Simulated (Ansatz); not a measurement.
Single-point calculation of WS$_{2}$

WS$_{2}$ (P1, 12 atoms in the cell), computed with DFT LDA, scalar-relativistic, plane waves, PAW, no spin polarisation (Ansatz 0.2.0).

The structure derives from an entry of the Crystallography Open Database. It belongs to a series of runs on one base structure; here: all atoms moved at random, sigma 0.05 A a component, cell strained at random, sigma 0.01. Figures and captions count atoms from 1; the log counts them from 0 in places.

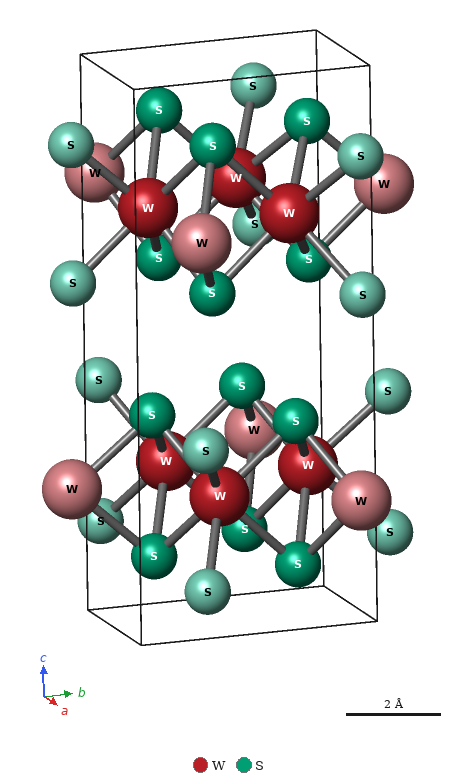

The input geometry (ball-and-stick view of the cell of the calculation, seen slightly off an axis; neighbours outside the cell are drawn fainter). An atom can appear more than once, as a periodic image. Near neighbours in the periodic cell (some may lie outside the picture): W has 6 S at 2.22 to 2.51 Å; S has 3 W at 2.22 to 2.51 Å.

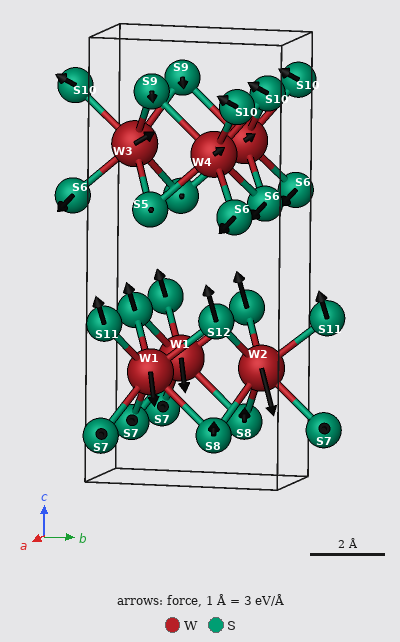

Forces on the atoms as black arrows (ball-and-stick view of the cell of the calculation, seen slightly off an axis; bonded neighbours outside the cell are drawn too; atoms are numbered from 1 in the order of the input). The largest act on W2 (4.08 eV/Å); S12 (3.49 eV/Å); W1 (2.97 eV/Å); S11 (2.69 eV/Å), among others. The geometry is not a stationary point of this energy.

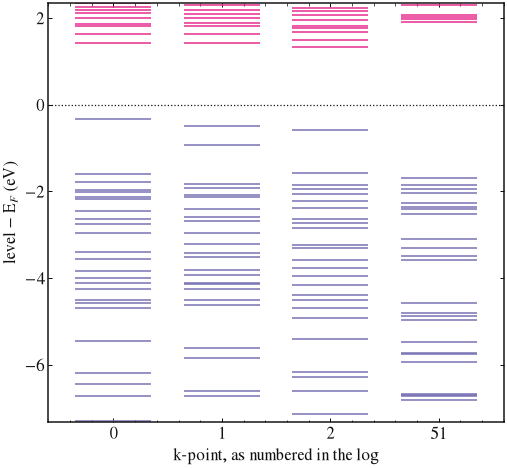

Kohn–Sham levels near the Fermi level (dotted) at the few k-points that the log prints; levels within 0.02 eV of each other stand side by side. Among these points the highest filled and lowest empty levels are 1.65 eV apart; the gap on the full mesh, 0.65 eV, has an edge at a point that isn't printed.

The input that produced these results follows, with the program's output.

Input
```yaml
crystal:
  lattice:
    - [3.046877187, -0.0152363639, -0.0544278995]
    - [-0.0263901564, 5.4353162214, -0.0203000782]
    - [-0.2115918042, -0.045563214, 12.1699953998]
  atoms:
    - { symbol: W, position: [0.0120718422, 0.3367677966, 0.2543594012] }
    - { symbol: W, position: [0.4875421304, 0.8305889243, 0.2556616058] }
    - { symbol: W, position: [0.5095887292, 0.1635208793, 0.7488391691] }
    - { symbol: W, position: [0.994505291, 0.6528965211, 0.7489434578] }
    - { symbol: S, position: [-0.0120163235, 0.3233486302, 0.6185115375] }
    - { symbol: S, position: [0.5035333713, 0.8431983219, 0.6263987618] }
    - { symbol: S, position: [0.5338979201, 0.1641132654, 0.1236221594] }
    - { symbol: S, position: [1.0038577489, 0.6671318166, 0.1173095763] }
    - { symbol: S, position: [0.0084857604, 0.328481412, 0.8850134879] }
    - { symbol: S, position: [0.4810896243, 0.8478311728, 0.873727043] }
    - { symbol: S, position: [0.5001294481, 0.171388106, 0.3745809412] }
    - { symbol: S, position: [0.9773144576, 0.6707331538, 0.373032859] }
basis:
  ecutwfc: 420
kpoints:
  mp_grid: { grid: [8, 6, 2] }
hamiltonian:
  xc: lda
scf:
  occupations: { method: gaussian, width: 0.05 }
output:
  forces: true
  stress: true
  eigenvalues: true
```

Launch command:
```bash
ansatz run input.yaml --threads 2 --pin off --max-ram 5120MiB --backend cpu --events-out ev --progress --plain --runs-dir out
```

What the program printed
```
Engine: ansatz 0.2.0, x86_64-unknown-linux-gnu
Pseudopotentials: kind: paw
Pseudopotential: W, paw, valence charge 14, recommended cutoff 420 eV (normal), W.paw.azcp
Pseudopotential: S, paw, valence charge 6, recommended cutoff 420 eV (normal), S.paw.azcp
Functional definition: SPW92
  exchange = slater_x
  correlation = pw_c
Crystal: 12 atoms, lattice volume = 201.474 Å³
Basis set: ecut = 420 eV, 3917 PW (Γ)
Bands: 64, of which v1, the nominal top of the filled ones, is band 52 counted from 1 (51 counted from 0)
Symmetry: 1 space group operations
Space group: P1 (ITA 1), of the structure as read, at distance tolerance 5.9e-5 Å
k-points: 52 of 96 (time reversal used)
Non-local potential: W, projectors of the file, l = 0: 3, l = 1: 2, l = 2: 2, l = 3: 1
Non-local potential: S, projectors of the file, l = 0: 2, l = 1: 2, l = 2: 2
PAW form: soft (Blöchl's): semilocal exchange-correlation on the pseudo side does not see the compensation charge
PAW frozen core: W, regenerated for the run's functional, and the local potential with it (the file was generated under x = pbe(κ = 0.804, μ = 0.2195149727645171), c = pbe(β = 0.06672455060314922))
PAW frozen core: S, regenerated for the run's functional, and the local potential with it (the file was generated under x = pbe(κ = 0.804, μ = 0.2195149727645171), c = pbe(β = 0.06672455060314922))
PAW one-centre angular grid: W, 590 points (default); XC on 64 Gauss nodes
PAW one-centre angular grid: S, 110 points (default); XC on 64 Gauss nodes
Initial density: superposition of atomic densities (neutral atoms: chi_scale 0, normalization atom), corrected by the library's trained network
Initial wavefunctions: pseudopotential atomic-orbital guess
Functional: x = slater, c = lda
SCF iter   1: F=—  HF=-47485.630005 eV  |F-HF|=—  |Δ(HF+E_count)|=         —  Δρ=1.01e-2  dr2=3.55e-1  ethr=1.77e-3  ⟨swp⟩=6.1  Hψ=13983  notcnv=0
preconditioner: auto → Resta (q_TF=auto, 2.444 Å⁻¹)  ε∞=7.7  [insulator: Δε(μ)=0.657 eV  Ē_g=8.579 eV  σ=0.050 eV  W_gap=1.00  n_scr=52 (ndim 8)  ℏωp=22.2 eV  f_vac=0.011  D(μ)=0.00/eV (n_scr^D=0)  ε∞_Penn≈7.7]
SCF iter   2: F=—  HF=-47485.577789 eV  |F-HF|=—  |Δ(HF+E_count)|=   5.22e-2  Δρ=4.29e-3  dr2=1.99e-2  ethr=3.41e-4  ⟨swp⟩=2.7  Hψ=4650  notcnv=0  defer=304
SCF iter   3: F=—  HF=-47485.575768 eV  |F-HF|=—  |Δ(HF+E_count)|=   2.02e-3  Δρ=2.36e-3  dr2=6.37e-3  ethr=1.92e-5  ⟨swp⟩=2.3  Hψ=4205  notcnv=0  defer=304
SCF iter   4: F=—  HF=-47485.575013 eV  |F-HF|=—  |Δ(HF+E_count)|=   7.56e-4  Δρ=4.74e-4  dr2=4.76e-4  ethr=6.13e-6  ⟨swp⟩=2.1  Hψ=4538  notcnv=0  defer=200
automatic band count: iteration 4 solves 62 bands in place of 64: the levels show a gap, and the empty bands left out lie too high to hold charge; the band table lists the bands solved (type scf.n_extra_bands for more)
SCF iter   5: F=—  HF=-47485.574941 eV  |F-HF|=—  |Δ(HF+E_count)|=   7.16e-5  Δρ=7.06e-5  dr2=2.52e-5  ethr=4.58e-7  ⟨swp⟩=2.0  Hψ=4225  notcnv=0  defer=200
SCF iter   6: F=—  HF=-47485.575104 eV  |F-HF|=—  |Δ(HF+E_count)|=   1.63e-4  Δρ=1.53e-5  dr2=8.99e-7  ethr=2.42e-8  ⟨swp⟩=2.0  Hψ=4558  notcnv=0  defer=200
SCF iter   7: F=-47485.575104 eV  HF=-47485.575104 eV  |F-HF|=5.48e-8  |Δ(HF+E_count)|=   7.51e-9  Δρ=3.48e-6  dr2=7.90e-8  ethr=9.62e-11  ⟨swp⟩=10.8  Hψ=15278  notcnv=0
SCF 1 converged in 7 iterations: F = -47485.575104 eV  dr2 = 7.90e-8
  greatest PAW one-centre occupation: 1.000 electrons in one spin orbital (limit 2), on the W atom at site 3 (counted from 0), in its partial waves of l = 0
SCF converged after 7 iterations
Free energy (F): -47485.575104 eV
Harris-Foulkes:  -47485.575104 eV  (|F-HF|=5.48e-8)
Internal energy: -47485.575104 eV  (E = F + TS)
E sigma→0 (E₀):  -47485.575104 eV
Fermi energy:    12.806754 eV
--- Per-component energies (eV) ---
  E_band       = -684.778060
  E_kinetic    = 2694.566952
  E_local      = -6938.410287  (includes V_loc(G=0)·N_el)
  E_nonlocal   = 262.539066
  E_hartree    = 2769.640450
  E_xc         = -1844.003902
  E_vxc        = -1675.269146  (∫ρ·V_xc dr)
  E_paw        = -37791.003524  (= ΣΔE_a)
  E_vpaw       = -567.487224  (= ΣTr[D̂ρ^β])
  E_aug_tail   = -0.000240  (compensation charges beyond the density's cutoff)
  E_ewald      = -6641.261811
  E_core_change = 2.358192  (= ΣΔE_core)
  E_smearing   = -0.000000  (= −TS)
  E_closure    = 0.000000  (closes the sum)
  Σ components = -47485.575104   (vs F -47485.575104, Δ=0.00e0)
--- Forces (eV/Å), atoms counted from 1 ---
  atom   1  W     -0.30180841     0.29906600    -2.94173502
  atom   2  W      0.04753701     1.09937336    -3.93152612
  atom   3  W     -0.99884581     1.47863645     0.95201953
  atom   4  W     -0.02370481     0.95061119     0.62861927
  atom   5  S      0.23845025     0.31659281    -0.09746986
  atom   6  S     -0.78343360    -1.54427998    -1.53150595
  atom   7  S     -1.37026541    -0.22157309     0.19655981
  atom   8  S     -0.83584155    -0.21592385     1.09802139
  atom   9  S      0.49299553     0.26508363    -0.93617818
  atom  10  S      1.08676953    -1.44498678     0.98489808
  atom  11  S      1.09517456    -0.44451784     2.41086127
  atom  12  S      1.35297331    -0.53811192     3.16743978
  max |Σ_I F_I| component: 3.00e-5 eV/Å
--- Stress (GPa, compression-positive) ---
       10.030777       0.731591       8.441897
        0.731591       4.187566      -0.379846
        8.441897      -0.379846       6.408909
  P = ⅓ Tr σ = 6.8758 GPa (68.758 kbar)
--- Band table (eV; the first three rows and the last of 52) ---
  k-point 0: bands = ["-62.0475", "-62.0366", "-62.0117", "-62.0008", "-26.6334", "-26.6202", "-26.4261", "-26.4089", "-26.3428", "-26.3152", "-26.2372", "-26.2001", "-26.1897", "-26.1734", "-26.1354", "-26.0998", "-3.6105", "-3.3392", "-1.9045", "-1.4045", "-1.2868", "-0.9775", "-0.8974", "-0.7518", "4.3677", "4.5684", "4.8895", "5.5147", "6.0777", "6.3587", "6.6216", "7.3453", "8.1103", "8.2366", "8.3120", "8.5582", "8.6979", "8.8028", "8.9619", "9.2506", "9.4137", "9.8521", "10.0653", "10.1662", "10.3535", "10.6219", "10.6759", "10.7956", "10.8463", "11.0275", "11.2146", "12.4855", "14.2265", "14.4306", "14.6254", "14.6768", "14.8180", "14.9126", "14.9919", "15.0646", "15.1478", "15.2985"]
  k-point 1: bands = ["-62.0475", "-62.0366", "-62.0117", "-62.0008", "-26.6334", "-26.6202", "-26.4261", "-26.4089", "-26.3428", "-26.3152", "-26.2372", "-26.2001", "-26.1897", "-26.1734", "-26.1354", "-26.0998", "-3.5421", "-3.4352", "-1.6945", "-1.5942", "-1.2898", "-0.9811", "-0.8959", "-0.7505", "4.6871", "4.7216", "4.8180", "4.9404", "6.0933", "6.2036", "6.9659", "7.1855", "8.1771", "8.3119", "8.5503", "8.6718", "8.6940", "8.8820", "9.0032", "9.2919", "9.3828", "9.5911", "9.8482", "10.1139", "10.2119", "10.3935", "10.6697", "10.7337", "10.8780", "10.9737", "11.8897", "12.3100", "14.2285", "14.4370", "14.6252", "14.6924", "14.8150", "14.9103", "14.9977", "15.1102", "15.2259", "15.2737"]
  k-point 2: bands = ["-62.0468", "-62.0350", "-62.0133", "-62.0016", "-26.6049", "-26.5918", "-26.4207", "-26.4040", "-26.3482", "-26.3202", "-26.2353", "-26.2140", "-26.2092", "-26.1886", "-26.1438", "-26.1060", "-3.4848", "-3.2134", "-1.8562", "-1.4828", "-1.3608", "-1.1631", "-1.0088", "-0.8196", "4.5091", "4.7997", "5.1187", "5.6644", "6.2119", "6.5303", "6.6427", "7.3974", "7.8817", "8.1069", "8.3022", "8.4205", "8.6562", "8.8551", "9.0522", "9.2166", "9.5027", "9.5725", "9.9586", "10.0693", "10.1800", "10.4262", "10.5774", "10.7415", "10.8743", "10.9597", "11.2287", "12.2249", "14.1312", "14.3083", "14.4875", "14.5725", "14.6182", "14.7599", "14.8826", "14.9816", "15.0505", "15.2047"]
  k-point 51: bands = ["-62.0286", "-62.0111", "-62.0051", "-61.9885", "-26.6497", "-26.6300", "-26.6006", "-26.5886", "-26.3333", "-26.3330", "-26.3320", "-26.3088", "-26.2937", "-26.2830", "-26.2702", "-26.2588", "-1.2293", "-1.1528", "-1.0993", "-0.8066", "-0.7294", "-0.6970", "-0.6386", "-0.5447", "4.7208", "4.7474", "4.7907", "5.0532", "5.9856", "6.0821", "6.1189", "6.1441", "6.8711", "7.0474", "7.0904", "7.3414", "7.8300", "7.9295", "8.0093", "8.2264", "9.2278", "9.3254", "9.5093", "9.7122", "10.2981", "10.4036", "10.4589", "10.5423", "10.7673", "10.8655", "10.9516", "11.1066", "14.7204", "14.7885", "14.8300", "14.8686", "15.0983", "15.2165", "15.2678", "15.3339", "15.4254", "15.6390"]
```

Key numbers

- outcome: converged
- space group (tolerance 0.01 Å): P1 (1)
- electrons treated: 104
- free energy: −47485.5751 eV
- Fermi energy: 12.807 eV
- gap on the k-point mesh: 0.65 eV
- pressure: 6.88 GPa
- largest force (length of the vector): 4.083 eV/Å
- hardware: 2 threads of AMD EPYC (Zen 5), 32 GiB of memory available, shared host
- wall time: 7.4 s (CPU time 15 s)
- peak memory: 0.79 GiB

Remarks

Spin–orbit coupling is left out, which matters for W.
